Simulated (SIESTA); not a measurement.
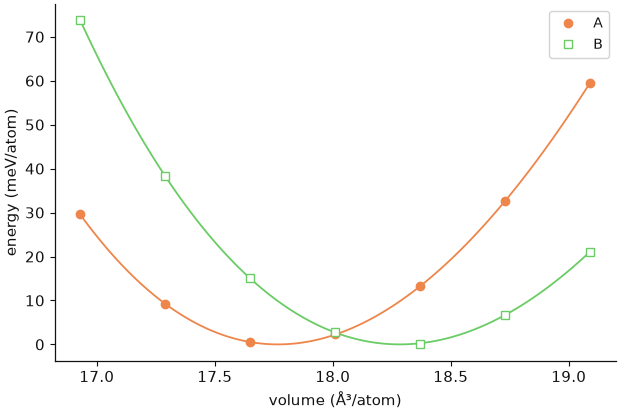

The picture above shows the energy against volume, with one curve for each functional, for Ta (space group Im-3m). The labels are replaced by letters. In alphabetical order the cases are: PBE; PBE + D3(BJ).

Computed with SIESTA 5.4.2: DFT in numerical atomic orbitals with pseudopotentials, no spin polarisation; energies at scaled volumes of the given cell, shape and fractions fixed, counted from the fit's minimum, third-order Birch-Murnaghan fit. All runs: no spin polarisation.

```json
{"setting": "k mesh", "value": "11×11×11"}
{"setting": "occupations", "value": "Fermi–Dirac"}
{"setting": "smearing width", "value": "0.05 eV"}
{"setting": "potentials", "value": "PseudoDojo 0.4 standard, converted to PSML, two zetas on semicore shells"}
```

> Which letter stands for which functional?

A: PBE + D3(BJ); B: PBE.

Caveats: mulliken charges of long orbitals (PBE); short basis over semicore shells.
